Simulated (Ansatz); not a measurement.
# CaF2: how well frozen cores do

Does the method matter for CaF2? The same cell, functional and mesh are run with full-potential LAPW, PAW with frozen cores and all-electron PAW on datasets made for the crystal.

Method: DFT PBEsol, scalar-relativistic, in Ansatz 0.2.0.

## (1) The structure to begin with

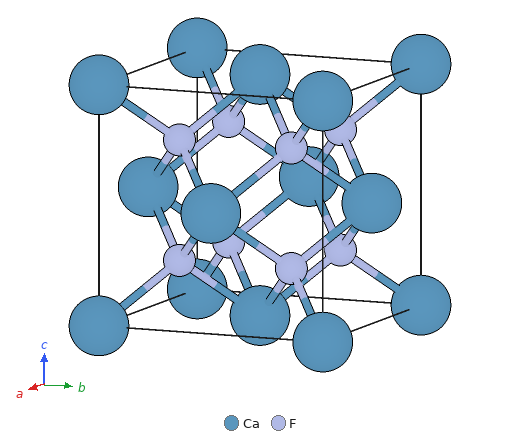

Start, viewed slightly off an axis; calcium blue, fluorine light blue. Atoms on the faces are drawn again on the opposite ones. The cell drawn here is the conventional one.

Structure file:

```
CELL_PARAMETERS angstrom
0.00000 2.73125 2.73125
2.73125 0.00000 2.73125
2.73125 2.73125 0.00000
ATOMIC_POSITIONS crystal
Ca 0.00000 0.00000 0.00000
F 0.25000 0.25000 0.25000
F 0.75000 0.75000 0.75000
```

The cell is a deposited one (Crystallography Open Database entry 5000222); the temperature and pressure of the measurement aren't taken into account, and nothing was relaxed.

Atoms are numbered in the order of the input: Ca1, F2, F3.

## (2) Full-potential LAPW

Input file input.yaml:

```yaml
crystal:
  lattice:
    - [0.0, 2.73125, 2.73125]
    - [2.73125, 0.0, 2.73125]
    - [2.73125, 2.73125, 0.0]
  atoms:
    - { symbol: Ca, position: [0.0, 0.0, 0.0] }
    - { symbol: F, position: [0.25, 0.25, 0.25] }
    - { symbol: F, position: [0.75, 0.75, 0.75] }
kpoints:
  mp_grid: { grid: [8, 8, 8] }
  band_path:
    path:
      - [0.0, 0.0, 0.0]
      - [0.5, 0.0, 0.5]
      - [0.625, 0.25, 0.625]
      - [0.375, 0.375, 0.75]
      - [0.0, 0.0, 0.0]
      - [0.5, 0.5, 0.5]
      - [0.5, 0.25, 0.75]
      - [0.5, 0.0, 0.5]
    npoints: 14
scf:
  occupations: { method: fermi_dirac, width: 0.02 }
hamiltonian:
  xc: pbesol
  pseudopotentials: { kind: all_electron, lapw: { basis_error: 0.001 } }
output:
  forces: true
  stress: true
  eigenvalues: true
  fatbands: true
  populations: true
  dos: { projected: true, de: 0.2, e_range: [-14, 8] }
```

On the command line:

```bash
$ ansatz run input.yaml --threads 1 --pin off --max-ram 6144MiB --backend cpu --events-out ev --progress --plain --runs-dir out
```

Standard output, cut to the lines that bear on the results:

```text
Ca: projections on atomic orbitals take those of the free atom 1s2 2s2 2p6 3s2 3p6 4s2, of charge +0.00 (hamiltonian.pseudopotentials.projection_atoms)
F: projections on atomic orbitals take those of the free atom 1s2 2s2 2p5, of charge +0.00 (hamiltonian.pseudopotentials.projection_atoms)
LAPW: plane waves up to 8.266 Å⁻¹, error target 1.0e-3 eV per atom; small_component_spin mean_spin; F in spheres of 1.156 Å, 7 of its electrons in bands, Dirac shells []; Ca in spheres of 1.209 Å, 18 of its electrons in bands, Dirac shells []
[...]
Pseudopotentials: kind: all_electron
Pseudopotential: Ca, LAPW, valence charge 18, Koelling and Harmon's equation, gaussian nucleus
Pseudopotential: F, LAPW, valence charge 7, Koelling and Harmon's equation, gaussian nucleus
Functional definition: PBEsol
[...]
Crystal: 3 atoms, lattice volume = 40.749 Å³
Basis set: ecut = 260.3374799686488 eV, 387 PW (Γ), exchange–correlation at level 2
Bands: 20, of which v1, the nominal top of the filled ones, is band 16 counted from 1 (15 counted from 0)
Symmetry: 48 space group operations
Space group: Fm-3m (ITA 225), of the structure as read, at distance tolerance 3.4e-5 Å
k-points: 29 of 512
[...]
SCF iter   1: F=—  HF=-23920.483394 eV  |F-HF|=—  |Δ(HF+E_count)|=         —  Δρ=4.59e-2  dr2=1.03e0  ethr=3.23e-3  ⟨swp⟩=2.0  Hψ=3746  notcnv=0
[...]
SCF iter   8: F=-23919.361283 eV  HF=-23919.361283 eV  |F-HF|=8.47e-9  |Δ(HF+E_count)|=   3.75e-7  Δρ=2.75e-6  dr2=4.31e-9  ethr=1.32e-9  ⟨swp⟩=2.0  Hψ=1770  notcnv=0
[...]
NSCF: frozen V_eff on 99 k-points
SCF converged after 8 iterations
Free energy (F): -23919.361283 eV
[...]
E sigma→0 (E₀):  -23919.361283 eV
Fermi energy:    7.089787 eV
[...]
--- Forces (eV/Å), atoms counted from 1 ---
  atom   1  Ca     0.00000000    -0.00000000    -0.00000000
  atom   2  F      0.00000000    -0.00000000     0.00000000
  atom   3  F      0.00000000    -0.00000000    -0.00000000
[...]
--- Stress (GPa, compression-positive) ---
       -1.906959      -0.000000      -0.000000
       -0.000000      -1.906959      -0.000000
       -0.000000      -0.000000      -1.906959
  P = ⅓ Tr σ = -1.9070 GPa (-19.070 kbar)
--- Band table (eV; the first three rows and the last of 29) ---
  k-point 0: bands = ["-398.7927", "-319.4902", "-319.4902", "-319.4902", "-32.2987", "-16.2934", "-15.5072", "-13.3203", "-13.3203", "-13.3203", "1.3842", "1.3842", "1.3842", "3.2641", "3.2641", "3.2641", "10.6258", "12.6501", "12.6501", "14.7460"]
[...]
--- Löwdin populations: 3 sites ---
  site symbol       q [e]
     0     Ca     18.2740
     1      F      9.7573
     2      F      9.7573
  spilling = 0.005561 (of n_electrons = 38.000000)
```

It took 19 s on 1 thread of Arm Neoverse V1, shared host; peak memory 0.29 GiB.

Read from it: pressure -1.91 GPa; gap 7.10 eV, indirect from X to Γ.

At the corners of the path (eV, zero at the valence-band top):

| point | band 13 | band 14 | band 15 | band 16 | band 17 | band 18 | band 19 |
| --- | --- | --- | --- | --- | --- | --- | --- |
| Γ | -2.14 | -0.26 | -0.26 | -0.26 | 7.10 | 9.13 | 9.13 |
| X | -1.67 | -0.37 | -0.37 | 0.00 | 8.03 | 9.48 | 10.08 |
| U | -1.52 | -0.65 | -0.45 | -0.10 | 8.29 | 9.67 | 9.79 |
| K | -1.52 | -0.65 | -0.45 | -0.10 | 8.29 | 9.67 | 9.79 |
| Γ | -2.14 | -0.26 | -0.26 | -0.26 | 7.10 | 9.13 | 9.13 |
| L | -1.31 | -1.26 | -0.85 | -0.85 | 9.35 | 9.35 | 9.71 |
| W | -1.05 | -1.05 | -0.28 | -0.09 | 8.36 | 9.73 | 9.89 |
| X | -1.67 | -0.37 | -0.37 | 0.00 | 8.03 | 9.48 | 10.08 |

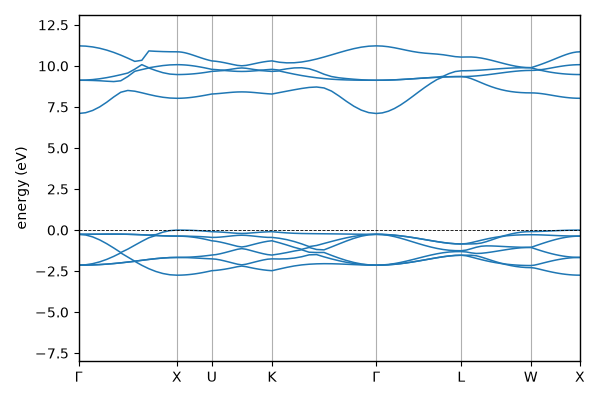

The leg U–K joins two equivalent points. Bands along the path, counted from its valence-band top.

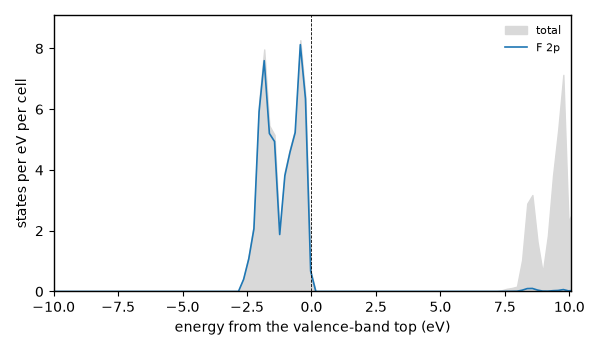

Density of states, total and projected.

## (3) PAW with frozen cores

input.yaml: that of step 2 with these lines changed.

```diff
@@ -26,3 +26,3 @@
   xc: pbesol
-  pseudopotentials: { kind: all_electron, lapw: { basis_error: 0.001 } }
+  pseudopotentials: { kind: paw }
 output:
@@ -31,4 +31,9 @@
   eigenvalues: true
-  fatbands: true
+  efg: { contact_densities: true }
   populations: true
+  bader: true
   dos: { projected: true, de: 0.2, e_range: [-14, 8] }
+  write_density: true
+  write_potential: true
+  elf: true
+  volumetric_format: npy
```

On the command line:

```bash
$ ansatz run input.yaml --threads 1 --pin off --max-ram 6144MiB --backend cpu --events-out ev --progress --plain --runs-dir out
```

Standard output:

```text
Engine: ansatz 0.2.0
Pseudopotentials: kind: paw
Pseudopotential: Ca, paw, valence charge 10, recommended cutoff 420 eV (normal)
Pseudopotential: F, paw, valence charge 7, recommended cutoff 420 eV (normal)
[... 1 set-up line as earlier in the session ...]
  exchange = pbesol_x
  correlation = pbesol_c
Crystal: 3 atoms, lattice volume = 40.749 Å³
Basis set: ecut = 420 eV, 821 PW (Γ), exchange–correlation on 54×54×54 points (8 copies of the dense FFT grid, shifted against one another)
Bands: 16, of which v1, the nominal top of the filled ones, is band 12 counted from 1 (11 counted from 0)
[... 2 set-up lines as earlier in the session ...]
k-points: 29 of 512
Non-local potential: Ca, projectors of the file, l = 0: 3, l = 1: 2, l = 2: 2
Non-local potential: F, projectors of the file, l = 0: 2, l = 1: 2, l = 2: 1
PAW form: soft (Blöchl's): semilocal exchange-correlation on the pseudo side does not see the compensation charge
PAW frozen core: Ca, regenerated for the run's functional, and the local potential with it (the file was generated under x = pbe(κ = 0.804, μ = 0.2195149727645171), c = pbe(β = 0.06672455060314922))
PAW frozen core: F, regenerated for the run's functional, and the local potential with it (the file was generated under x = pbe(κ = 0.804, μ = 0.2195149727645171), c = pbe(β = 0.06672455060314922))
PAW one-centre angular grid: Ca, 110 points (default); XC on 64 Gauss nodes
PAW one-centre angular grid: F, 110 points (default); XC on 64 Gauss nodes
Initial density: superposition of atomic densities (neutral atoms: chi_scale 0, normalization atom), corrected by the library's trained network
Initial wavefunctions: pseudopotential atomic-orbital guess
Functional: x = pbesol(κ = 0.804, μ = 0.12345679012345678), c = pbesol(β = 0.046)
SCF iter   1: F=—  HF=-3400.897025 eV  |F-HF|=—  |Δ(HF+E_count)|=         —  Δρ=1.36e-2  dr2=4.72e-2  ethr=1.77e-3  ⟨swp⟩=7.1  Hψ=2903  notcnv=0
preconditioner: auto → none  [insulator: Δε(μ)=6.945 eV  Ē_g=18.212 eV  σ=0.020 eV  W_gap=1.00  n_scr=14 (ndim 8)  ℏωp=27.3 eV  f_vac=0.118  D(μ)=0.00/eV (n_scr^D=0)  ε∞_Penn≈3.2]
SCF iter   2: F=—  HF=-3400.884337 eV  |F-HF|=—  |Δ(HF+E_count)|=   1.27e-2  Δρ=5.98e-3  dr2=7.96e-3  ethr=1.97e-4  ⟨swp⟩=2.1  Hψ=1129  notcnv=0
SCF iter   3: F=—  HF=-3400.881922 eV  |F-HF|=—  |Δ(HF+E_count)|=   2.42e-3  Δρ=7.61e-4  dr2=1.62e-4  ethr=3.32e-5  ⟨swp⟩=2.0  Hψ=793  notcnv=0
SCF iter   4: F=—  HF=-3400.881944 eV  |F-HF|=—  |Δ(HF+E_count)|=   2.17e-5  Δρ=2.65e-4  dr2=8.22e-6  ethr=6.76e-7  ⟨swp⟩=2.8  Hψ=816  notcnv=0
SCF iter   5: F=—  HF=-3400.881801 eV  |F-HF|=—  |Δ(HF+E_count)|=   1.43e-4  Δρ=4.13e-5  dr2=5.10e-7  ethr=3.42e-8  ⟨swp⟩=2.0  Hψ=725  notcnv=0
SCF iter   6: F=-3400.881801 eV  HF=-3400.881801 eV  |F-HF|=2.67e-9  |Δ(HF+E_count)|=   4.45e-8  Δρ=5.34e-6  dr2=6.82e-9  ethr=4.17e-10  ⟨swp⟩=8.8  Hψ=3313  notcnv=0
SCF 1 converged in 6 iterations: F = -3400.881801 eV  dr2 = 6.82e-9
NSCF: frozen V_eff on 99 k-points
SCF converged after 6 iterations
Free energy (F): -3400.881801 eV
Harris-Foulkes:  -3400.881801 eV  (|F-HF|=2.67e-9)
Internal energy: -3400.881801 eV  (E = F + TS)
E sigma→0 (E₀):  -3400.881801 eV
Fermi energy:    6.781687 eV
--- Per-component energies (eV) ---
  E_band       = -187.862304
  E_kinetic    = 691.813563
  E_local      = -1785.657579  (includes V_loc(G=0)·N_el)
  E_nonlocal   = 211.833072
  E_hartree    = 632.877369
  E_xc         = -294.559047
  E_vxc        = -375.090929  (∫ρ·V_xc dr)
  E_paw        = -1224.156045  (= ΣΔE_a)
  E_vpaw       = -196.521353  (= ΣTr[D̂ρ^β])
  E_aug_tail   = 0.004041  (compensation charges beyond the density's cutoff)
  E_ewald      = -1633.240853
  E_core_change = 0.203680  (= ΣΔE_core)
  E_smearing   = -0.000000  (= −TS)
  E_closure    = 0.000000  (closes the sum)
  Σ components = -3400.881801   (vs F -3400.881801, Δ=0.00e0)
--- Forces (eV/Å), atoms counted from 1 ---
  atom   1  Ca    -0.00000000     0.00000000    -0.00000000
  atom   2  F     -0.00000000     0.00000000    -0.00000000
  atom   3  F      0.00000000     0.00000000     0.00000000
  max |Σ_I F_I| component: 4.63e-18 eV/Å
--- Stress (GPa, compression-positive) ---
       -1.897250      -0.000000       0.000000
       -0.000000      -1.897250       0.000000
        0.000000      -0.000000      -1.897250
  P = ⅓ Tr σ = -1.8973 GPa (-18.973 kbar)
--- PAW observables at the nuclei: V_zz in 10²¹ V/m², potentials from the cell's mean, atoms counted from 1 ---
  atom   1  Ca V_zz =    -0.000000   η = 0.0000   by run symmetry: forbidden
            electrostatic potential = -2213.858707 V   contact ρ = 41137.089740 e/Å³
  atom   2  F  V_zz =    +0.000000   η = 0.0000   by run symmetry: forbidden
            electrostatic potential = -737.242000 V   contact ρ = 3108.760875 e/Å³
  atom   3  F  V_zz =    +0.000000   η = 0.0000   by run symmetry: forbidden
            electrostatic potential = -737.242000 V   contact ρ = 3108.760875 e/Å³
--- Band table (eV; the first three rows and the last of 29) ---
  k-point 0: bands = ["-32.6096", "-16.6066", "-15.8209", "-13.6354", "-13.6354", "-13.6354", "1.0711", "1.0711", "1.0711", "2.9521", "2.9521", "2.9521", "10.3223", "12.3376", "12.3376", "14.4332"]
  k-point 1: bands = ["-32.6046", "-16.6478", "-15.8612", "-13.6418", "-13.6418", "-13.5652", "1.1428", "1.1428", "1.2009", "2.7660", "2.8788", "2.8788", "10.7255", "12.3712", "12.3712", "14.2814"]
  k-point 2: bands = ["-32.5924", "-16.7175", "-15.9918", "-13.6572", "-13.6572", "-13.3885", "1.3298", "1.3298", "1.5065", "2.3793", "2.6938", "2.6938", "11.6393", "12.4513", "12.4513", "14.0316"]
  k-point 28: bands = ["-32.5636", "-16.5937", "-16.5937", "-13.7460", "-13.2917", "-13.2917", "0.9211", "1.0494", "2.1545", "2.1545", "2.9267", "3.1180", "11.5683", "12.9363", "13.1057", "13.1057"]
--- Löwdin populations: 3 sites ---
  site symbol       q [e]
     0     Ca      8.2660
     1      F      7.7595
     2      F      7.7595
  spilling = 0.008955 (of n_electrons = 24.000000)
--- Bader charges: 3 sites ---
  site symbol  charge [e]  shift [e]
     0     Ca      1.6561     0.0005
     1      F     -0.8280     0.0003
     2      F     -0.8280     0.0003
  estimated error of the sums over rays = 1.9e-4 e
```

It took 13 s on 1 thread of Arm Neoverse V1, shared host; peak memory 0.32 GiB.

This run gives: pressure -1.90 GPa; gap 7.11 eV, indirect from X to Γ.

| atom | Bader charge (e) | basin volume (Å³) |
| --- | --- | --- |
| Ca1 | +1.66 | 11.48 |
| F2 | -0.83 | 14.63 |

The fields are shown in the conventional cell of this run's space group, carried over from its grid by interpolation.

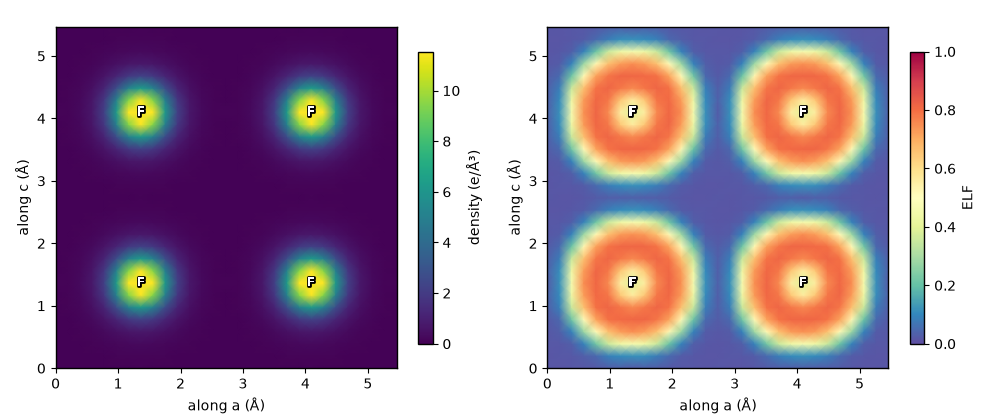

Density (left) and ELF (right) in a lattice plane of the grid's cell (edges 5.46 and 5.46 Å, at 0.250 of the third edge), which holds F. Only atoms in the plane are labelled; the density scale stops at 11.54 e/Å³. Both are smooth fields of the valence electrons: close to the nuclei they are not physical.

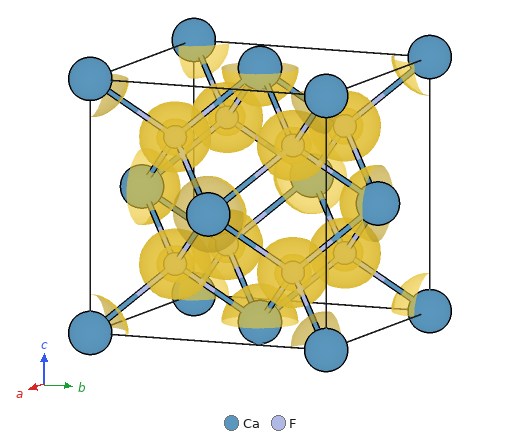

Surface of ELF = 0.76, drawn in one cell.

Outside the cores ELF peaks at 0.82 in the shell around F, 0.6 Å from F.

## (4) All-electron PAW on datasets made for the crystal

input.yaml: that of step 3 with these lines changed.

```diff
@@ -21,3 +21,3 @@
       - [0.5, 0.0, 0.5]
-    npoints: 14
+    npoints: 8
 scf:
@@ -26,3 +26,3 @@
   xc: pbesol
-  pseudopotentials: { kind: paw }
+  pseudopotentials: { kind: all_electron, datasets: crystal }
 output:
@@ -32,8 +32 @@
   efg: { contact_densities: true }
-  populations: true
-  bader: true
-  dos: { projected: true, de: 0.2, e_range: [-14, 8] }
-  write_density: true
-  write_potential: true
-  elf: true
-  volumetric_format: npy
```

On the command line:

```bash
$ ansatz run input.yaml --threads 1 --pin off --max-ram 6144MiB --backend cpu --events-out ev --progress --plain --runs-dir out
```

Standard output, cut to the lines that bear on the results:

```text
[...]
[... 1 set-up line as earlier in the session ...]
Pseudopotential: Ca, paw, valence charge 10, recommended cutoff 300 eV (normal), Koelling and Harmon's equation, gaussian nucleus
Pseudopotential: F, paw, valence charge 7, recommended cutoff 300 eV (normal), Koelling and Harmon's equation, gaussian nucleus
[... 1 set-up line as earlier in the session ...]
[...]
Crystal: 3 atoms, lattice volume = 40.749 Å³
Basis set: ecut = 300 eV, 531 PW (Γ), exchange–correlation on 48×48×48 points (8 copies of the dense FFT grid, shifted against one another)
Bands: 16, of which v1, the nominal top of the filled ones, is band 12 counted from 1 (11 counted from 0)
[... 2 set-up lines as earlier in the session ...]
k-points: 29 of 512
[...]
--- Stress (GPa, compression-positive) ---
       -1.903737       0.000000       0.000000
        0.000000      -1.903737       0.000000
        0.000000      -0.000000      -1.903737
  P = ⅓ Tr σ = -1.9037 GPa (-19.037 kbar)
--- PAW observables at the nuclei: V_zz in 10²¹ V/m², potentials from the cell's mean, atoms counted from 1 ---
  atom   1  Ca V_zz =    -0.000000   η = 0.0000   by run symmetry: forbidden
            electrostatic potential = -2212.489286 V   contact ρ = 41181.055366 e/Å³
  atom   2  F  V_zz =    +0.000000   η = 0.0000   by run symmetry: forbidden
            electrostatic potential = -736.417342 V   contact ρ = 3109.745822 e/Å³
  atom   3  F  V_zz =    +0.000000   η = 0.0000   by run symmetry: forbidden
            electrostatic potential = -736.417342 V   contact ρ = 3109.745822 e/Å³
--- Band table (eV; the first three rows and the last of 29) ---
  k-point 0: bands = ["-32.2987", "-16.2934", "-15.5072", "-13.3203", "-13.3203", "-13.3203", "1.3842", "1.3842", "1.3842", "3.2641", "3.2641", "3.2641", "10.6252", "12.6498"]
[...]
```

Run time: 8.2 s. Hardware: 1 thread of Arm Neoverse V1, shared host; peak memory 0.37 GiB.

This run gives: pressure -1.90 GPa; gap 7.10 eV, indirect from X to Γ.

| atom | contact density (e/Å³) |
| --- | --- |
| Ca1 | 41181.06 |
| F2 | 3109.746 |

## (5) The methods compared

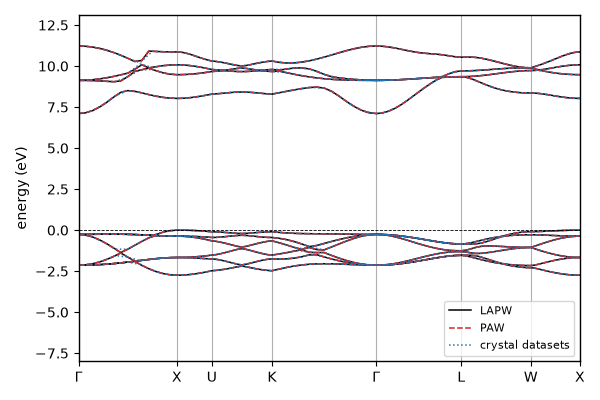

The leg U–K joins two equivalent points. Bands of 3 runs (LAPW; PAW; crystal datasets) drawn together, counted from each run's valence-band top.

| method | pressure (GPa) | gap (eV) | SCF cycles, all passes |
| --- | --- | --- | --- |
| LAPW | -1.91 | 7.10 | 8 |
| PAW | -1.90 | 7.11 | 6 |
| crystal datasets | -1.90 | 7.10 | 7 |

## (6) What came out

| quantity | value |
| --- | --- |
| pressure | LAPW -1.91, PAW -1.90, crystal datasets -1.90 GPa |
| gap (LAPW) | 7.10 eV, indirect from X to Γ |
| Bader charges (PAW) | Ca1 +1.66, F2 -0.83 e |
| highest ELF (PAW) | 0.82, 0.59 Å from F |

**Reading.** At this geometry the cell is under tension of 1.9 GPa, so it would shrink if let go. A gap opens: 7.10 eV, indirect from X to Γ. It is the Kohn-Sham gap of a semilocal functional, which mostly lies below the gap found in experiment. The top eV of the valence band is mostly F 2p (99 % of the projected weight). The projection holds only the free atom's occupied shells (Ca 4s, F 2p in this range). In pressure, PAW differs from LAPW by less than 0.01 GPa and less than 0.01 eV in the gap.
